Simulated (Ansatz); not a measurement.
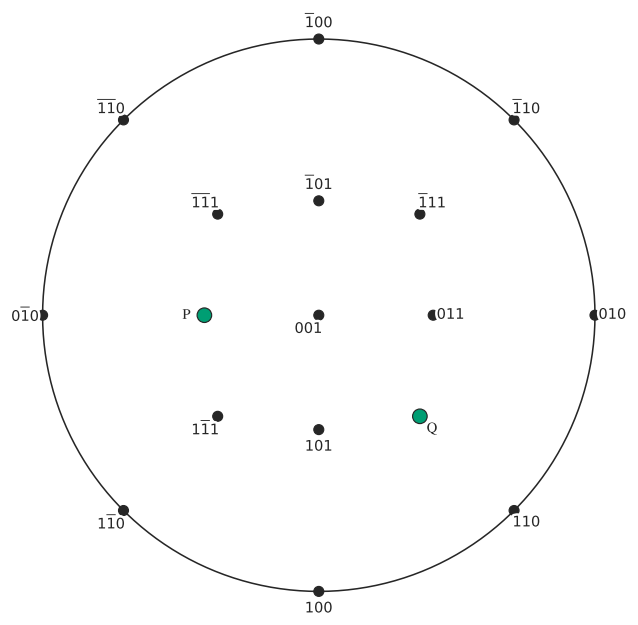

For K, the geometry relaxed at a target pressure of 10 GPa with DFT PBE+D3(BJ), scalar-relativistic, plane waves, PAW (Ansatz): stereographic projection of plane normals (upper hemisphere) centred on (0 0 1). Symmetry computed with spglib at a tolerance of 0.002 Å; standard conventional cell.

a = 5.154 Å, b = 5.154 Å, c = 5.154 Å, α = 90.00°, β = 90.00°, γ = 90.00°.

> Index the poles marked P, Q.

P is (0 −1 1), 45.0° from the centre; Q is (1 1 1), 54.7° from the centre.

> What is the angle between the normals of (1 0 0) and (0 −1 1), and what are their d_hkl = 1/|g|?

90.0°; d = 5.154 Å and 3.644 Å.
